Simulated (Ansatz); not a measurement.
**Geometry relaxation, with input and output: Al**

The run: geometry relaxation of Al (P4/mmm, 1 atom in the cell). Method and program: DFT PBE, scalar-relativistic, plane waves, PAW, no spin polarisation (Ansatz 0.2.0).

The structure was made by a generator, so it may or may not be a known phase.

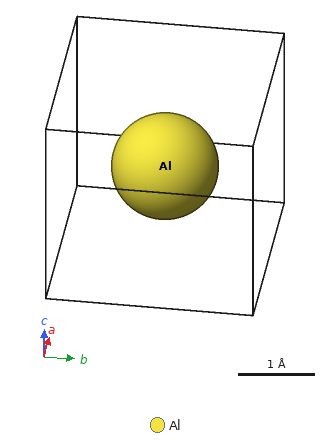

The structure as given in the input (spheres-only view of the cell of the calculation, seen at an oblique angle).

**The input**
```yaml
crystal:
  lattice:
    - [2.7630160418, 0.0, 0.0]
    - [0.0, 2.7630160418, 0.0]
    - [0.0, 0.0, 2.6608551303]
  atoms:
    - { symbol: Al, position: [0.5, 0.5, 0.5] }
basis:
  ecutwfc: 420
kpoints:
  mp_grid: { grid: [20, 20, 20] }
hamiltonian:
  xc: pbe
scf:
  occupations: { method: gaussian, width: 0.1 }
output:
  forces: true
  stress: true
  eigenvalues: true
  write_density: true
  write_potential: true
  elf: true
  volumetric_format: npy
relax:
  adjacent_minimum: "off"
  f_tol: 0.01
  max_steps: 80
  cell: { stress_tol: 0.05 }
```

Machine: 1 thread of Intel Xeon (Sapphire Rapids), 64 GiB of memory available, shared host.

Command:
```bash
ansatz run input.yaml --threads 1 --pin off --max-ram 2048MiB --backend cpu --events-out ev --progress --plain --runs-dir out
```

**What the program printed**
```
Engine: ansatz 0.2.0, x86_64-unknown-linux-gnu
Pseudopotentials: kind: paw
Pseudopotential: Al, paw, valence charge 3, recommended cutoff 420 eV (normal), Al.paw.azcp
Functional definition: PBE
  parameter kappa = 0.804
  parameter beta = 0.06672455060314922
  exchange = pbe_x(kappa = kappa, mu = beta*pi^2/3)
  correlation = pbe_c(beta = beta)
Crystal: 1 atoms, lattice volume = 20.314 Å³
Basis set: ecut = 420 eV, 421 PW (Γ), exchange–correlation on 40×40×36 points (8 copies of the dense FFT grid, shifted against one another)
Bands: 6, of which v1, the nominal top of the filled ones, is band 2 counted from 1 (1 counted from 0)
Symmetry: 16 space group operations
Space group: P4/mmm (ITA 123), of the structure as read, at distance tolerance 2.7e-5 Å
k-points: 726 of 8000
Non-local potential: Al, projectors of the file, l = 0: 2, l = 1: 2, l = 2: 1
PAW form: soft (Blöchl's): semilocal exchange-correlation on the pseudo side does not see the compensation charge
PAW one-centre angular grid: Al, 110 points (default); XC on 64 Gauss nodes
Initial density: superposition of atomic densities (neutral atoms: chi_scale 0, normalization atom), corrected by the library's trained network
Initial wavefunctions: pseudopotential atomic-orbital guess
Functional: x = pbe(κ = 0.804, μ = 0.2195149727645171), c = pbe(β = 0.06672455060314922)
SCF iter   1: F=—  HF=-537.124336 eV  |F-HF|=—  |Δ(HF+E_count)|=         —  Δρ=1.98e-3  dr2=1.18e-3  ethr=1.77e-3  ⟨swp⟩=4.7  Hψ=39065  notcnv=0
preconditioner: auto → none  [metal: Δε(μ)=0.012 eV  Ē_g=11.862 eV  σ=0.100 eV  W_gap=0.07  n_scr=0 (ndim 8)  ℏωp=14.3 eV  f_vac=0.000  D(μ)=0.48/eV (n_scr^D=0)]
SCF iter   2: F=—  HF=-537.124172 eV  |F-HF|=—  |Δ(HF+E_count)|=   1.64e-4  Δρ=9.18e-4  dr2=2.47e-4  ethr=3.94e-5  ⟨swp⟩=1.0  Hψ=10164  notcnv=0
SCF iter   3: F=—  HF=-537.124152 eV  |F-HF|=—  |Δ(HF+E_count)|=   1.99e-5  Δρ=4.88e-5  dr2=4.90e-7  ethr=8.24e-6  ⟨swp⟩=1.9  Hψ=5396  notcnv=0
SCF iter   4: F=—  HF=-537.124179 eV  |F-HF|=—  |Δ(HF+E_count)|=   2.74e-5  Δρ=1.77e-5  dr2=5.04e-8  ethr=1.63e-8  ⟨swp⟩=2.1  Hψ=5532  notcnv=0
iter 5 did not close the SCF: its close was put off for the readings that it lacked (scf_convergence_deferred on its scf_iter line)
SCF iter   5: F=-537.124179 eV  HF=-537.124179 eV  |F-HF|=7.69e-10  |Δ(HF+E_count)|=   3.92e-8  Δρ=2.84e-6  dr2=2.17e-9  ethr=1.68e-9  ⟨swp⟩=2.2  Hψ=5393  notcnv=0
SCF iter   6: F=-537.124179 eV  HF=-537.124179 eV  |F-HF|=5.42e-11  |Δ(HF+E_count)|=  4.74e-10  Δρ=7.97e-7  dr2=1.71e-10  ethr=7.23e-11  ⟨swp⟩=4.9  Hψ=17100  notcnv=0
SCF 1 converged in 6 iterations: F = -537.124179 eV  dr2 = 1.71e-10
  greatest PAW one-centre occupation: 0.481 electrons in one spin orbital (limit 2), on the Al atom at site 0 (counted from 0), in its partial waves of l = 0
relax step   1: F+E_penalty+E_count = -537.12417935 eV  Δ(F+E_penalty+E_count) = +0.000e0 eV  max|allowed force component| = 0.000e0 eV/Å  Δτ_max = 0.0000 Å  P = -0.236 GPa  Ω = 20.314 Å³  (6 SCF iters, dr2 threshold 1.00e-7 eV, accepted)
Crystal: 1 atoms, lattice volume = 20.106 Å³
Basis set: ecut = 420 eV, 389 PW (Γ), exchange–correlation on 40×40×36 points (8 copies of the dense FFT grid, shifted against one another)
Initial density: handed on by an earlier stage of this run
Initial wavefunctions: those handed on with the density
iter 1 solved again at ethr=5.23e-5 eV; its pass at ethr=3.10e-3 eV (dr2=1.57e-3 eV) is discarded
SCF iter   1: F=—  HF=-537.132086 eV  |F-HF|=—  |Δ(HF+E_count)|=         —  Δρ=2.25e-3  dr2=1.56e-3  ethr=5.23e-5  ⟨swp⟩=1.0  Hψ=44148  notcnv=0
preconditioner: auto → none  [metal: Δε(μ)=0.014 eV  Ē_g=11.929 eV  σ=0.100 eV  W_gap=0.08  n_scr=0 (ndim 8)  ℏωp=14.3 eV  f_vac=0.000  D(μ)=0.41/eV (n_scr^D=0)]
SCF iter   2: F=—  HF=-537.131592 eV  |F-HF|=—  |Δ(HF+E_count)|=   4.94e-4  Δρ=7.33e-4  dr2=1.65e-4  ethr=5.22e-5  ⟨swp⟩=1.0  Hψ=4356  notcnv=0
SCF iter   3: F=—  HF=-537.131537 eV  |F-HF|=—  |Δ(HF+E_count)|=   5.50e-5  Δρ=2.62e-5  dr2=1.06e-7  ethr=5.48e-6  ⟨swp⟩=1.3  Hψ=4713  notcnv=0
SCF iter   4: F=—  HF=-537.131541 eV  |F-HF|=—  |Δ(HF+E_count)|=   3.55e-6  Δρ=7.23e-6  dr2=1.23e-8  ethr=3.33e-9  ⟨swp⟩=7.9  Hψ=25690  notcnv=0
SCF iter   5: F=-537.131541 eV  HF=-537.131541 eV  |F-HF|=3.75e-12  |Δ(HF+E_count)|=   2.16e-9  Δρ=7.86e-7  dr2=1.09e-10  ethr=4.11e-10  ⟨swp⟩=4.6  Hψ=15007  notcnv=0
SCF 2 converged in 5 iterations: F = -537.131541 eV  dr2 = 1.09e-10
relax step   2: F+E_penalty+E_count = -537.13154091 eV  Δ(F+E_penalty+E_count) = -7.362e-3 eV  max|allowed force component| = 0.000e0 eV/Å  Δτ_max = 0.0000 Å  P = +0.182 GPa  Ω = 20.106 Å³  energy of the carried Pulay correction = +7.694e-5 eV  (5 SCF iters, dr2 threshold 1.00e-7 eV, accepted)
Crystal: 1 atoms, lattice volume = 20.178 Å³
iter 1 solved again at ethr=7.77e-6 eV; its pass at ethr=3.10e-3 eV (dr2=2.33e-4 eV) is discarded
SCF iter   1: F=—  HF=-537.132269 eV  |F-HF|=—  |Δ(HF+E_count)|=         —  Δρ=8.56e-4  dr2=2.31e-4  ethr=7.77e-6  ⟨swp⟩=1.1  Hψ=41659  notcnv=0
preconditioner: auto → none  [metal: Δε(μ)=0.033 eV  Ē_g=11.905 eV  σ=0.100 eV  W_gap=0.18  n_scr=0 (ndim 8)  ℏωp=14.3 eV  f_vac=0.000  D(μ)=0.41/eV (n_scr^D=0)]
SCF iter   2: F=—  HF=-537.132195 eV  |F-HF|=—  |Δ(HF+E_count)|=   7.34e-5  Δρ=2.79e-4  dr2=2.43e-5  ethr=7.70e-6  ⟨swp⟩=1.0  Hψ=4356  notcnv=0
SCF iter   3: F=—  HF=-537.132182 eV  |F-HF|=—  |Δ(HF+E_count)|=   1.34e-5  Δρ=9.58e-6  dr2=9.85e-9  ethr=3.33e-9  ⟨swp⟩=7.0  Hψ=28087  notcnv=0
SCF iter   4: F=-537.132182 eV  HF=-537.132182 eV  |F-HF|=7.99e-11  |Δ(HF+E_count)|=  5.86e-10  Δρ=8.53e-7  dr2=8.06e-11  ethr=3.28e-10  ⟨swp⟩=3.9  Hψ=15259  notcnv=0
SCF 3 converged in 4 iterations: F = -537.132182 eV  dr2 = 8.06e-11
  greatest PAW one-centre occupation: 0.480 electrons in one spin orbital (limit 2), on the Al atom at site 0 (counted from 0), in its partial waves of l = 0
relax step   3: F+E_penalty+E_count = -537.13218199 eV  Δ(F+E_penalty+E_count) = -6.411e-4 eV  max|allowed force component| = 0.000e0 eV/Å  Δτ_max = 0.0000 Å  P = -0.042 GPa  Ω = 20.178 Å³  energy of the carried Pulay correction = +6.028e-5 eV  (4 SCF iters, dr2 threshold 1.00e-7 eV, accepted)
Basis set: ecut = 420 eV, 389 PW (Γ), exchange–correlation on 40×40×40 points (8 copies of the dense FFT grid, shifted against one another)
Initial wavefunctions: pseudopotential atomic-orbital guess (no wavefunctions were taken with the density)
iter 1 solved again at ethr=1.54e-8 eV; its pass at ethr=3.10e-3 eV (dr2=4.63e-7 eV) is discarded
SCF iter   1: F=—  HF=-537.132150 eV  |F-HF|=—  |Δ(HF+E_count)|=         —  Δρ=2.84e-5  dr2=1.49e-8  ethr=1.54e-8  ⟨swp⟩=3.2  Hψ=52302  notcnv=0
preconditioner: auto → none  [metal: Δε(μ)=0.038 eV  Ē_g=11.905 eV  σ=0.100 eV  W_gap=0.20  n_scr=0 (ndim 8)  ℏωp=14.3 eV  f_vac=0.000  D(μ)=0.41/eV (n_scr^D=0)]
SCF iter   2: F=—  HF=-537.132178 eV  |F-HF|=—  |Δ(HF+E_count)|=   2.88e-5  Δρ=1.44e-5  dr2=3.83e-9  ethr=4.98e-10  ⟨swp⟩=2.0  Hψ=5493  notcnv=0
SCF iter   3: F=—  HF=-537.132178 eV  |F-HF|=—  |Δ(HF+E_count)|=   5.66e-8  Δρ=1.62e-6  dr2=9.83e-11  ethr=1.28e-10  ⟨swp⟩=2.0  Hψ=5455  notcnv=0
SCF iter   4: F=—  HF=-537.132178 eV  |F-HF|=—  |Δ(HF+E_count)|=  6.34e-10  Δρ=2.97e-7  dr2=1.30e-11  ethr=1.00e-12  ⟨swp⟩=4.8  Hψ=11054  notcnv=0
SCF iter   5: F=-537.132178 eV  HF=-537.132178 eV  |F-HF|=3.41e-13  |Δ(HF+E_count)|=  5.00e-12  Δρ=4.86e-8  dr2=2.81e-13  ethr=1.00e-12  ⟨swp⟩=3.9  Hψ=9886  notcnv=0
SCF 4 converged in 5 iterations: F = -537.132178 eV  dr2 = 2.81e-13
relax step   4: F+E_penalty+E_count = -537.13217847 eV  Δ(F+E_penalty+E_count) = +3.515e-6 eV  max|allowed force component| = 0.000e0 eV/Å  Δτ_max = 0.0000 Å  P = -0.042 GPa  Ω = 20.178 Å³  stress off target by 5.25e-2 GPa  SCF on the basis re-selected at this cell (its energy is not comparable with the rows above)  (5 SCF iters)
basis re-selected at this cell: Δ(F+E_penalty+E_count) = +3.515e-6 eV, ΔP = +0.000 GPa vs the last step (what re-selecting the basis moved, of the pressure what is left beyond the Pulay correction that the steps carried, after the strain that the cell walked since its last selection, with what the two solves' SCF thresholds leave and, on support functions, any second-order correction that the steps lacked; it is no measure of the basis error at this ecutwfc). The dense FFT grid was sized anew with the basis: this SCF ran on 20×20×20 points, the steps before it on 20×20×18, so part of this shift can come from that change (see relax.cell in the input reference). This SCF's stress stands 5.25e-2 GPa from its target on what of the cell is left free (relax.cell.stress_tol is 5.00e-2 GPa) and its largest allowed force component is 0.00e0 eV/Å (relax.f_tol is 1.00e-2 eV/Å): not within both, so this SCF does not close the relaxation
Crystal: 1 atoms, lattice volume = 20.158 Å³
iter 1 solved again at ethr=7.39e-9 eV; its pass at ethr=3.10e-3 eV (dr2=2.22e-7 eV) is discarded
SCF iter   1: F=—  HF=-537.132159 eV  |F-HF|=—  |Δ(HF+E_count)|=         —  Δρ=2.85e-5  dr2=2.28e-7  ethr=7.39e-9  ⟨swp⟩=2.5  Hψ=41998  notcnv=0
preconditioner: auto → none  [metal: Δε(μ)=0.039 eV  Ē_g=11.912 eV  σ=0.100 eV  W_gap=0.21  n_scr=0 (ndim 8)  ℏωp=14.3 eV  f_vac=0.000  D(μ)=0.41/eV (n_scr^D=0)]
SCF iter   2: F=—  HF=-537.132187 eV  |F-HF|=—  |Δ(HF+E_count)|=   2.79e-5  Δρ=1.08e-5  dr2=2.83e-8  ethr=7.39e-9  ⟨swp⟩=2.0  Hψ=5448  notcnv=0
SCF iter   3: F=-537.132187 eV  HF=-537.132187 eV  |F-HF|=2.01e-10  |Δ(HF+E_count)|=   2.12e-8  Δρ=1.27e-6  dr2=2.85e-10  ethr=2.29e-10  ⟨swp⟩=5.7  Hψ=12052  notcnv=0
SCF 5 converged in 3 iterations: F = -537.132187 eV  dr2 = 2.85e-10
relax step   5: F+E_penalty+E_count = -537.13218665 eV  Δ(F+E_penalty+E_count) = -8.174e-6 eV  max|allowed force component| = 0.000e0 eV/Å  Δτ_max = 0.0000 Å  P = +0.014 GPa  Ω = 20.158 Å³  energy of the carried Pulay correction = +6.201e-6 eV  (3 SCF iters, dr2 threshold 6.88e-9 eV, accepted)
iter 1 solved again at ethr=1.43e-8 eV; its pass at ethr=3.10e-3 eV (dr2=4.28e-7 eV) is discarded
SCF iter   1: F=—  HF=-537.132151 eV  |F-HF|=—  |Δ(HF+E_count)|=         —  Δρ=2.84e-6  dr2=1.28e-9  ethr=1.43e-8  ⟨swp⟩=3.2  Hψ=52311  notcnv=0
SCF iter   2: F=—  HF=-537.132179 eV  |F-HF|=—  |Δ(HF+E_count)|=   2.80e-5  Δρ=1.35e-6  dr2=2.17e-10  ethr=4.26e-11  ⟨swp⟩=2.6  Hψ=6307  notcnv=0
SCF iter   3: F=—  HF=-537.132179 eV  |F-HF|=—  |Δ(HF+E_count)|=  9.92e-11  Δρ=8.13e-7  dr2=7.67e-11  ethr=7.23e-12  ⟨swp⟩=1.0  Hψ=4356  notcnv=0
SCF iter   4: F=-537.132179 eV  HF=-537.132179 eV  |F-HF|=1.14e-13  |Δ(HF+E_count)|=  6.31e-11  Δρ=2.24e-8  dr2=1.04e-13  ethr=1.00e-12  ⟨swp⟩=2.8  Hψ=14108  notcnv=0
SCF 6 converged in 4 iterations: F = -537.132179 eV  dr2 = 1.04e-13
relax step   6: F+E_penalty+E_count = -537.13217882 eV  Δ(F+E_penalty+E_count) = +7.830e-6 eV  max|allowed force component| = 0.000e0 eV/Å  Δτ_max = 0.0000 Å  P = +0.014 GPa  Ω = 20.158 Å³  stress off target by 1.62e-2 GPa  SCF on the basis re-selected at this cell (its energy is not comparable with the rows above)  (4 SCF iters)
```

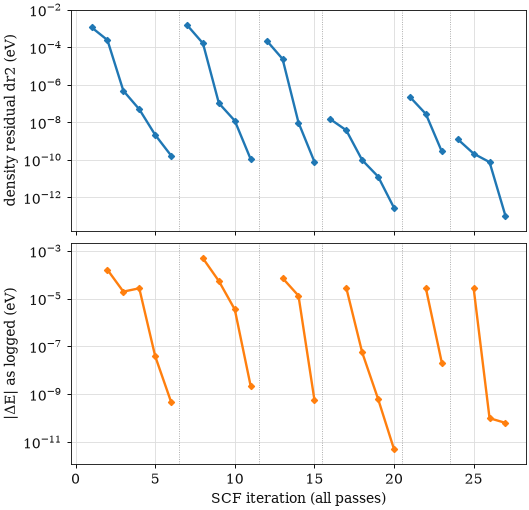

Convergence of the self-consistent field: density residual dr2 and size of the energy change against the SCF iteration. The dotted lines part the SCF passes of the relaxation: geometry steps, rejected trials and re-solves on a re-selected basis. The 6 passes take 3 to 6 iterations each, 27 in all.

```
basis re-selected at this cell: Δ(F+E_penalty+E_count) = +7.830e-6 eV, ΔP = -0.001 GPa vs the last step (what re-selecting the basis moved, of the pressure what is left beyond the Pulay correction that the steps carried, after the strain that the cell walked since its last selection, with what the two solves' SCF thresholds leave and, on support functions, any second-order correction that the steps lacked; it is no measure of the basis error at this ecutwfc). This SCF's stress stands 1.62e-2 GPa from its target on what of the cell is left free (relax.cell.stress_tol is 5.00e-2 GPa) and its largest allowed force component is 0.00e0 eV/Å (relax.f_tol is 1.00e-2 eV/Å): within both
SCF converged after 4 iterations
Free energy (F): -537.132179 eV
Harris-Foulkes:  -537.132179 eV  (|F-HF|=1.14e-13)
Internal energy: -537.130150 eV  (E = F + TS)
E sigma→0 (E₀):  -537.131164 eV
Entropy (-TS):   -0.002029 eV (-2.029 meV/atom)
Fermi energy:    5.593629 eV
--- Per-component energies (eV) ---
  E_band       = 5.646753
  E_kinetic    = 20.879949
  E_local      = 4.340029  (includes V_loc(G=0)·N_el)
  E_nonlocal   = 10.886278
  E_hartree    = 0.434288
  E_xc         = -38.740007
  E_vxc        = -27.619437  (∫ρ·V_xc dr)
  E_paw        = -467.376571  (= ΣΔE_a)
  E_vpaw       = -3.708641  (= ΣTr[D̂ρ^β])
  E_aug_tail   = -0.000002  (compensation charges beyond the density's cutoff)
  E_ewald      = -67.554115
  E_smearing   = -0.002029  (= −TS)
  E_closure    = -0.000000  (closes the sum)
  Σ components = -537.132179   (vs F -537.132179, Δ=0.00e0)
--- Forces (eV/Å), atoms counted from 1 ---
  atom   1  Al     0.00000000    -0.00000000     0.00000000
  max |Σ_I F_I| component: 3.45e-31 eV/Å
--- Stress (GPa, compression-positive) ---
        0.016196       0.000000       0.000000
        0.000000       0.016196       0.000000
        0.000000       0.000000       0.008810
  P = ⅓ Tr σ = 0.0137 GPa (0.137 kbar)
--- Band table (eV; the first three rows and the last of 726) ---
  k-point 0: bands = ["-3.9411", "13.5472", "13.5481", "14.7300", "14.7323", "14.7323"]
  k-point 1: bands = ["-3.8918", "12.5474", "13.5894", "14.7736", "14.7736", "15.6319"]
  k-point 2: bands = ["-3.7438", "11.1018", "13.7123", "14.8973", "14.8973", "16.7679"]
  k-point 725: bands = ["8.4719", "8.4719", "8.4727", "11.1679", "11.1684", "11.1684"]
--- Relaxed structure (4 steps of the walk, 4 accepted, 2 SCFs on fresh bases) ---
  F+E_penalty+E_count = -537.13217882 eV   max|allowed force component| = 0.000e0 eV/Å   (the final SCF, on the basis selected at the relaxed cell)
  cell:  # Å, volume = 20.1582 Å³
    - [2.7215040803589994, 0.0, 0.0]
    - [0.0, 2.7215040803589994, 0.0]
    - [0.0, 0.0, 2.7216618073964325]
  atoms:
    - { symbol: Al, position: [0.5, 0.5, 0.5] }
```

**Trajectory as extended XYZ (Å, eV, eV/Å), 6 frames, from step=1 to step=6**
```
1
Lattice="2.7630 0.0000 0.0000 0.0000 2.7630 0.0000 0.0000 0.0000 2.6609" Properties=species:S:1:pos:R:3:forces:R:3 step=1 energy=-537.12418 pressure_GPa=-0.24
Al    1.3815    1.3815    1.3304    0.0000   0.0000   0.0000
1
Lattice="2.7291 0.0000 0.0000 0.0000 2.7291 0.0000 0.0000 0.0000 2.6996" Properties=species:S:1:pos:R:3:forces:R:3 step=2 energy=-537.13154 pressure_GPa=0.18
Al    1.3645    1.3645    1.3498    0.0000   0.0000   0.0000
1
Lattice="2.7227 0.0000 0.0000 0.0000 2.7227 0.0000 0.0000 0.0000 2.7220" Properties=species:S:1:pos:R:3:forces:R:3 step=3 energy=-537.13218 pressure_GPa=-0.04
Al    1.3613    1.3613    1.3610    0.0000   0.0000   0.0000
1
Lattice="2.7227 0.0000 0.0000 0.0000 2.7227 0.0000 0.0000 0.0000 2.7220" Properties=species:S:1:pos:R:3:forces:R:3 step=4 energy=-537.13218 pressure_GPa=-0.04
Al    1.3613    1.3613    1.3610    0.0000   0.0000   0.0000
1
Lattice="2.7215 0.0000 0.0000 0.0000 2.7215 0.0000 0.0000 0.0000 2.7217" Properties=species:S:1:pos:R:3:forces:R:3 step=5 energy=-537.13219 pressure_GPa=0.01
Al    1.3608    1.3608    1.3608    0.0000   0.0000   0.0000
1
Lattice="2.7215 0.0000 0.0000 0.0000 2.7215 0.0000 0.0000 0.0000 2.7217" Properties=species:S:1:pos:R:3:forces:R:3 step=6 energy=-537.13218 pressure_GPa=0.01
Al    1.3608    1.3608    1.3608    0.0000   0.0000   0.0000
```

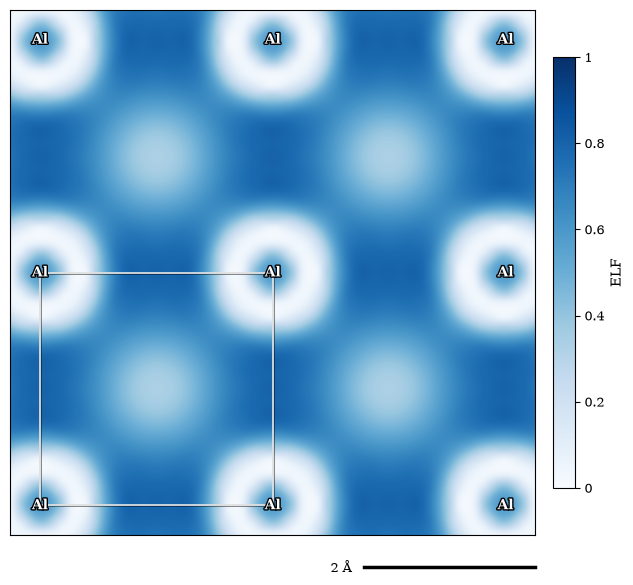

ELF on the (001) plane of the conventional cell. The plane passes through Al nuclei. Al–Al (2.72 Å): the ELF peaks at about 0.80 between the atoms, which marks a covalent bond. In a PAW calculation such maps are meaningful between the atoms, not at the nuclei.

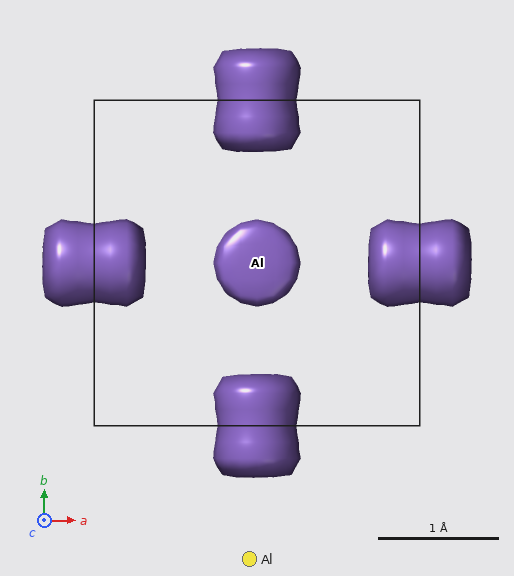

Isosurface of the ELF at 0.75 (purple), seen along the c axis. Only the valence region is drawn (cores and ρ < 0.01 e/Å³ removed). Sticks mark near contacts. The outline is the cell set on symmetry axes. The ELF exceeds this value in three regions between bonded Al–Al atoms (shared pairs), counted in one cell of 1 atoms.

**Results in brief**

| quantity | value |
| --- | --- |
| outcome | converged |
| space group (tolerance 0.01 Å) | P4/mmm (123) → Pm-3m (221) |
| electrons treated | 3 |
| free energy | −537.1322 eV |
| Fermi energy | 5.594 eV |
| gap on the k-point mesh | none (metallic) |
| pressure | 0.01 GPa |
| final volume | 20.16 Å³ |
| largest force (length of the vector) at the end | under 0.001 eV/Å |
| final cell | a = 2.722 Å, b = 2.722 Å, c = 2.722 Å, α = 90.00°, β = 90.00°, γ = 90.00° |
| wall time | 28 s |
| peak memory | 0.54 GiB |
